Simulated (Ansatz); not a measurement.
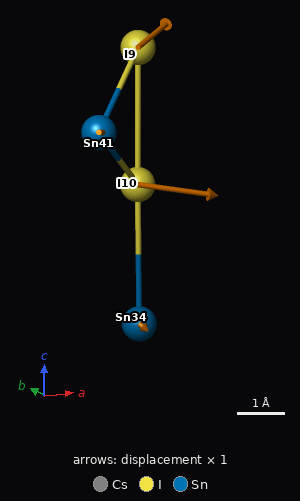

A relaxation of a defect cell of composition Cs8I25Sn8 (cell charge +1). The starting structure is drawn; orange arrows show the displacements, at their true length.

The picture is a ball-and-stick view of the atoms within 4.2 Å of the atom that moves most (axes of the cell of the calculation (origin shifted)), seen slightly off an axis.

These are results of Ansatz, DFT, PBEsol, PAW, plane waves, not measurements.

The input:
```yaml
crystal:
  lattice:
    - [12.314462, 0.000000, 0.000000]
    - [0.000000, 12.314462, 0.000000]
    - [0.000000, 0.000000, 12.314462]
  atoms:
    - { symbol: Cs, position: [0.998370, 0.001769, 0.000238] }
    - { symbol: Cs, position: [0.999531, 0.998726, 0.499169] }
    - { symbol: Cs, position: [0.000140, 0.499922, 0.001475] }
    - { symbol: Cs, position: [0.000721, 0.499100, 0.499165] }
    - { symbol: Cs, position: [0.501415, 0.999841, 0.001090] }
    - { symbol: Cs, position: [0.498593, 0.004263, 0.498116] }
    - { symbol: Cs, position: [0.499523, 0.501775, 0.002015] }
    - { symbol: Cs, position: [0.499280, 0.501710, 0.498109] }
    - { symbol: I, position: [0.248627, 0.253201, 0.245129] }
    - { symbol: I, position: [0.247603, 0.252242, 0.000337] }
    - { symbol: I, position: [0.250085, 0.248579, 0.500239] }
    - { symbol: I, position: [0.250822, 0.747046, 0.000061] }
    - { symbol: I, position: [0.250123, 0.749168, 0.499166] }
    - { symbol: I, position: [0.751591, 0.249575, 0.999084] }
    - { symbol: I, position: [0.750847, 0.251722, 0.501055] }
    - { symbol: I, position: [0.748004, 0.750787, 0.999068] }
    - { symbol: I, position: [0.749432, 0.749755, 0.501876] }
    - { symbol: I, position: [0.002804, 0.248126, 0.249637] }
    - { symbol: I, position: [0.998426, 0.249632, 0.751699] }
    - { symbol: I, position: [0.001457, 0.750819, 0.248653] }
    - { symbol: I, position: [0.999602, 0.750585, 0.749610] }
    - { symbol: I, position: [0.503929, 0.251556, 0.248229] }
    - { symbol: I, position: [0.500776, 0.251504, 0.748625] }
    - { symbol: I, position: [0.499684, 0.745236, 0.249343] }
    - { symbol: I, position: [0.500333, 0.752283, 0.752881] }
    - { symbol: I, position: [0.249668, 0.998916, 0.250737] }
    - { symbol: I, position: [0.251329, 0.002520, 0.751271] }
    - { symbol: I, position: [0.246072, 0.500601, 0.250103] }
    - { symbol: I, position: [0.249649, 0.499251, 0.752051] }
    - { symbol: I, position: [0.749272, 0.000552, 0.246759] }
    - { symbol: I, position: [0.747631, 0.998969, 0.746201] }
    - { symbol: I, position: [0.746823, 0.501117, 0.251810] }
    - { symbol: I, position: [0.749329, 0.499822, 0.749691] }
    - { symbol: Sn, position: [0.249462, 0.249274, 0.751707] }
    - { symbol: Sn, position: [0.248535, 0.748780, 0.249061] }
    - { symbol: Sn, position: [0.251250, 0.749889, 0.749411] }
    - { symbol: Sn, position: [0.750703, 0.250536, 0.248515] }
    - { symbol: Sn, position: [0.752699, 0.250544, 0.749081] }
    - { symbol: Sn, position: [0.750478, 0.751366, 0.247687] }
    - { symbol: Sn, position: [0.750681, 0.749962, 0.749266] }
    - { symbol: Sn, position: [0.125490, 0.125388, 0.123587] }
  symmetry: { detect: false }
kpoints:
  mp_grid: { grid: [1, 1, 1], shift: [0.25, 0.25, 0.25] }
hamiltonian:
  xc: pbesol
total_charge: 1
scf:
  occupations: { method: fermi_dirac, width: 0.01 }
relax:
  f_tol: 0.03
  max_steps: 80
  escape_saddle: false
  adjacent_minimum: "off"
output:
  forces: true
  eigenvalues: true
  populations: true
  charged_corrections: { epsilon: 30 }
```

Command:
```bash
ansatz run in.yaml --threads 8 --pin off --max-ram 118750MiB --runs-dir r --events-out ev --progress --plain --backend cuda --devices 0,
```

What did the optimiser do to the structure, and how much energy did it gain?

The atom that moves furthest is I10 (1.87 Å roughly along [3 0 −1]). Largest moves by element: I 1.87 Å, Sn 1.76 Å, Cs 0.74 Å. The lattice vectors keep their values. Some distances before and after: I9–I10 3.015 → 3.950 Å, I9–Sn41 2.649 → 3.084 Å, I10–Sn41 2.647 → 2.914 Å, I10–Sn34 3.062 → 3.311 Å. The energy falls by 6.213 eV per cell of the calculation in 30 geometry steps. The largest force component goes from 3.8 to 0.026 eV/Å. The run took 61 s on 1 × NVIDIA GB300 Max-Q with 8 threads of Arm Neoverse-V2, peak memory 2.2 GiB.

Limits of the set-up: the cell is charged, on a uniform background, and energies carry no finite-size correction.
